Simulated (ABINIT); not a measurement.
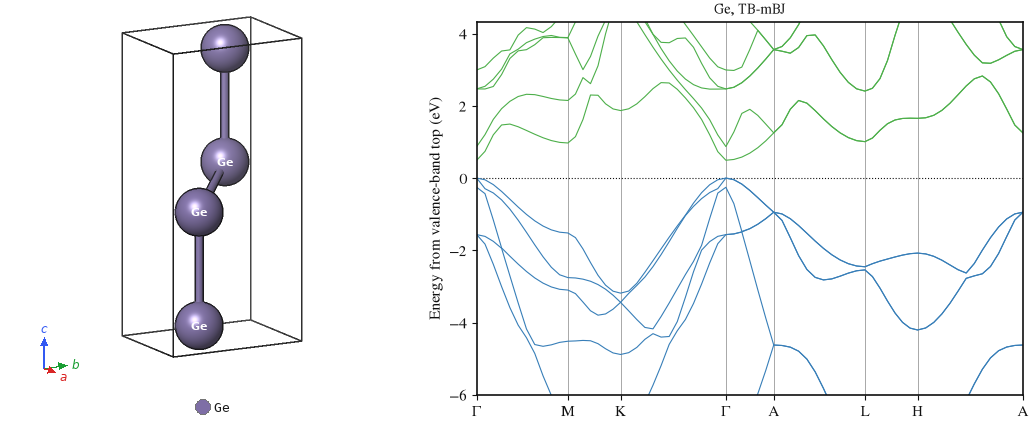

Band structure of hexagonal-diamond (lonsdaleite-type) Ge, space group P6_3/mmc (No. 194), 4 atoms in the cell (a = 3.998 Å, c = 6.599 Å (hexagonal axes)), beside the structure. Level of theory: TB-mBJ, JTH PAW LDA v2.0, no spin polarisation, no spin-orbit coupling, 4×4×2 k mesh, 707 eV cutoff, Fermi-Dirac smearing of 0.05 eV; code ABINIT. Energies are counted from the top of the valence band. The path runs straight from each named point to the next.

The material is gapped. The gap along this path is 0.49 eV and direct: both edges lie at Γ. Two bands meet at the valence-band top at Γ: it is doubly degenerate (spin aside). The top valence band spans 3.2 eV and the lowest conduction band 2.3 eV. The direct gaps are 5.05 eV at K, 2.20 eV at A and 0.49 eV at Γ.

The k mesh is coarse (spacing up to 0.48 Å⁻¹), so the values aren't converged. The constant c of TB-mBJ comes from the pseudo density here, which moves gaps by up to 0.3 eV between sets of potentials. The PAW data sets were made with another functional. Spin-orbit coupling is left out, which matters for Ge. This isn't the form of Ge at room conditions, which is diamond.
